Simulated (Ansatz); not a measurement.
## Electronic structure of P in real space

Input

```
crystal:
  lattice:
    - [4.3369984303, 0.0, 0.0]
    - [0.0, 4.3369984303, 0.0]
    - [0.0, 0.0, 4.24666]
  atoms:
    - { symbol: P, position: [0.0, 0.0, 0.0] }
basis:
  ecutwfc: 420
kpoints:
  mp_grid: { grid: [12, 12, 12] }
hamiltonian:
  xc: pbesol
  dispersion: d3bj
scf:
  occupations: { method: gaussian, width: 0.15 }
output:
  forces: true
  stress: true
  eigenvalues: true
  write_density: true
  write_potential: true
  elf: true
  volumetric_format: npy
```

Command:

```sh
ansatz run input.yaml --threads 1 --pin off --max-ram 2560MiB --backend cpu --events-out ev --progress --plain --runs-dir out
```

Below, planes, directions and counts refer to the conventional cell (a = 4.34 Å, b = 4.34 Å, c = 4.25 Å, α = 90.00°, β = 90.00°, γ = 90.00°).

Space group P4/mmm; changed on purpose from its base cell (strain +0.015 along x and y, -0.030 along z, atoms carried along); computed pressure about −4 GPa in this cell; computed without spin polarisation.

These are results of Ansatz, DFT PBEsol+D3(BJ), scalar-relativistic, plane waves, PAW, not measurements.

Core electrons are frozen (PAW), and the valence fields are smoothed inside the atomic spheres.

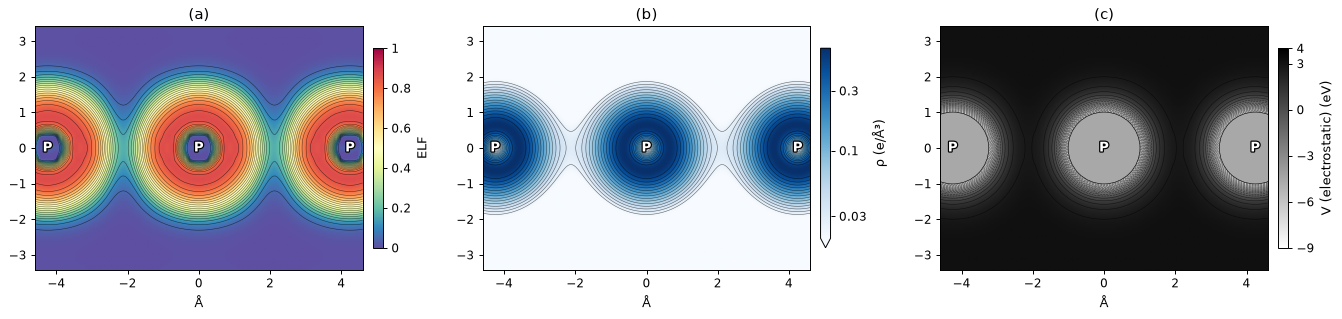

Figure 1. (a) ELF; (b) valence electron density; (c) electrostatic potential energy of an electron on the (11̄0) plane of the conventional cell. Grey discs cover the atomic cores in the potential map.

**Interpret the plot.**

- The section cuts through P sites.
- P–P (4.25 Å): the density is about 0.03 e/Å³ at the midpoint; the ELF is about 0.15 at the midpoint: no shared electron pair shows on this line.
- The density dies away to nearly zero in the voids.
- Outside the cores the potential energy rises away from the atoms and is highest about 3.6 Å from the nearest atoms; its zero is arbitrary.

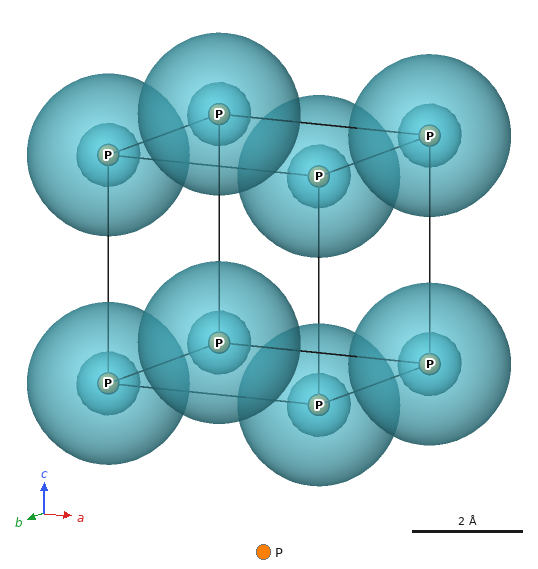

Figure 2. Isosurface of the electron localisation function at 0.65 (cyan), seen at an oblique angle. Core shells and regions of very low density are left out.

**Identify the bonds, lone pairs and shells in this picture.**

At this value the surface marks out one region wrapped around P (its valence shell), counted in one cell of 1 atoms. Regions shared between cells count once.


 P–P (4.34 Å): the ELF is about 0.15 at the midpoint: no shared electron pair shows on this line.

**Metal or insulator at this level of theory?**

It is gapless in this calculation (a metal or semimetal).
